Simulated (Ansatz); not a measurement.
## Electronic structure of W13Se28 (cell with a defect) in real space

```
W Se
1.0
     8.19760    2.83973    0.00000
    -1.63952   -8.51920    0.00000
     0.00000    0.00000  -12.79282
W Se
13 28
Direct
  0.76535 0.80629 0.75002
  0.48001 0.38296 0.75002
  0.19371 0.95907 0.75002
  0.90295 0.51999 0.75002
  0.61704 0.09705 0.75002
  0.04093 0.23465 0.75002
  0.09538 0.47612 0.24999
  0.52388 0.61926 0.24999
  0.23801 0.19059 0.24999
  0.95258 0.76199 0.24999
  0.66667 0.33333 0.24999
  0.38074 0.90462 0.24999
  0.80941 0.04742 0.24999
  0.09828 0.47738 0.62210
  0.52262 0.62091 0.62210
  0.23892 0.19626 0.61843
  0.95734 0.76108 0.61843
  0.66667 0.33333 0.61643
  0.37909 0.90172 0.62210
  0.80374 0.04266 0.61843
  0.33333 0.66667 0.11825
  0.76192 0.80916 0.11810
  0.47633 0.38134 0.11825
  0.19084 0.95276 0.11810
  0.90502 0.52367 0.11825
  0.61866 0.09498 0.11825
  0.04724 0.23808 0.11810
  0.09828 0.47738 0.87793
  0.52262 0.62090 0.87793
  0.23892 0.19626 0.88160
  0.95734 0.76108 0.88160
  0.66667 0.33333 0.88359
  0.37910 0.90172 0.87793
  0.80374 0.04266 0.88160
  0.33333 0.66667 0.38172
  0.76192 0.80916 0.38187
  0.47633 0.38135 0.38172
  0.19084 0.95276 0.38187
  0.90502 0.52367 0.38172
  0.61865 0.09498 0.38172
  0.04724 0.23808 0.38187
```

Spin-polarised.

Method: Ansatz, DFT PBE+D3(BJ), scalar-relativistic, plane waves, PAW.

Core electrons are frozen (PAW), and the valence fields are smoothed inside the atomic spheres.

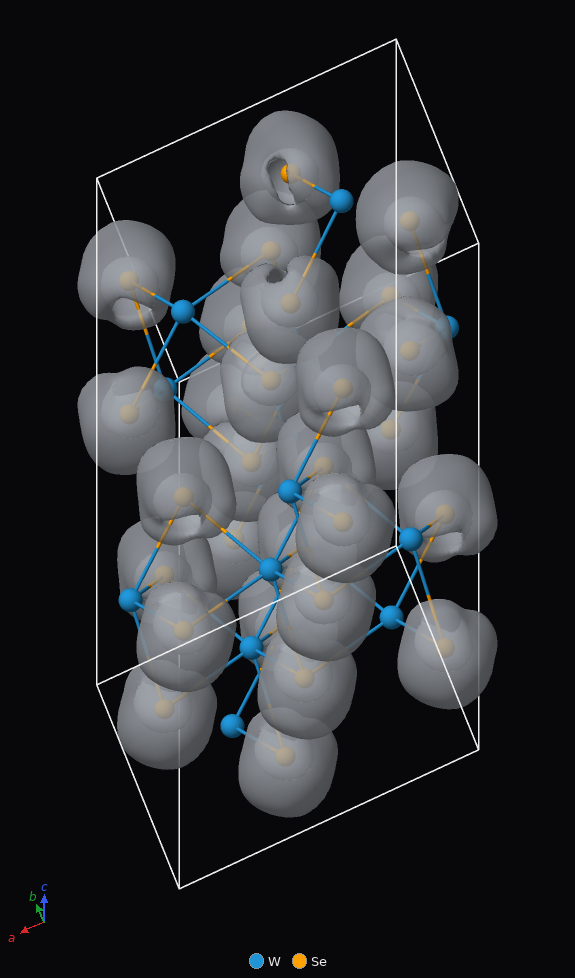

Figure 1. Isosurface of the ELF at 0.7 (grey), seen at an oblique angle. Core shells and regions of very low density are left out. Sticks mark near contacts.

### Identify the bonds, lone pairs and shells in this picture.

The surface consists of 28 regions wrapped around Se (the valence shell of each), counted in one cell of 41 atoms. Regions shared between cells count once.


W–Se (2.51 Å): the ELF is about 0.55 at the midpoint.

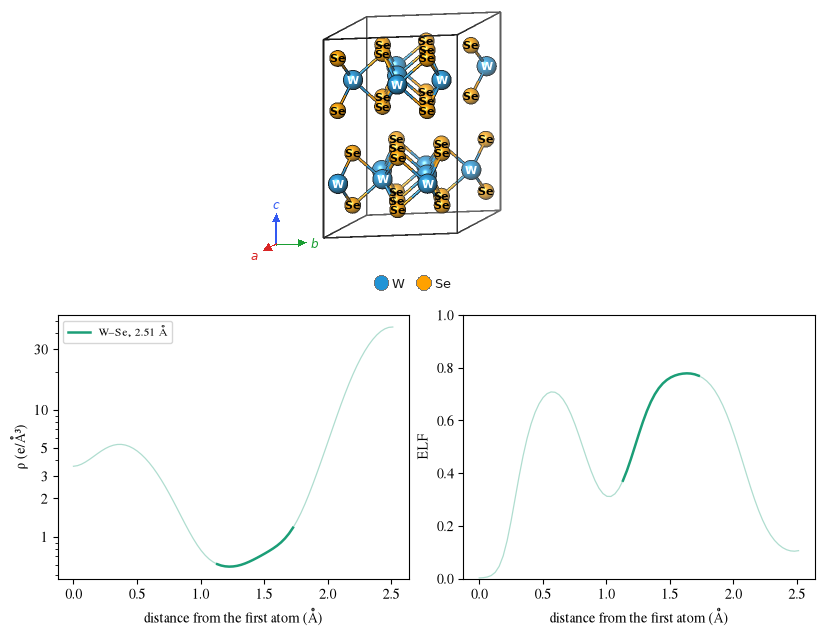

Figure 2. Valence electron density and electron localisation function along straight lines between neighbouring atoms. Thin, pale parts lie inside the atomic spheres. The structure is drawn too.

### What can be read from the curves?

W–Se (2.51 Å): the density is about 0.58 e/Å³ at the midpoint; the ELF is about 0.55 at the midpoint.
